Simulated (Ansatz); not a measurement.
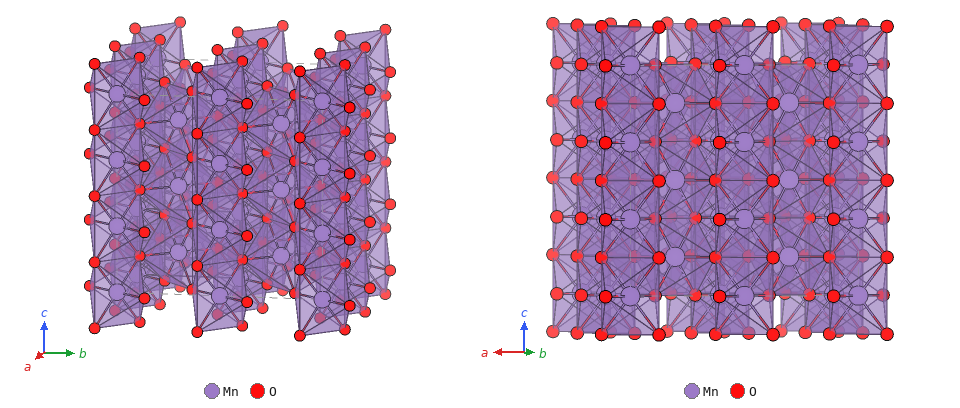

Polyhedra are drawn about Mn (bonds: Mn–O below 2.1 Å); other atoms are plain spheres. Two views of the same piece.

The compound is MnO2 (space group Pnnm, No. 58), taken as the input geometry of an electronic-structure calculation (not necessarily at equilibrium).

**What figure surrounds each Mn atom, and what does it share with the other drawn polyhedra?**

Mn: MnO6 octahedron, sharing edges with two neighbours and corners with eight neighbours.

**How do these polyhedra hang together as a whole?**

They form a three-dimensional framework of corner- and edge-sharing octahedra.
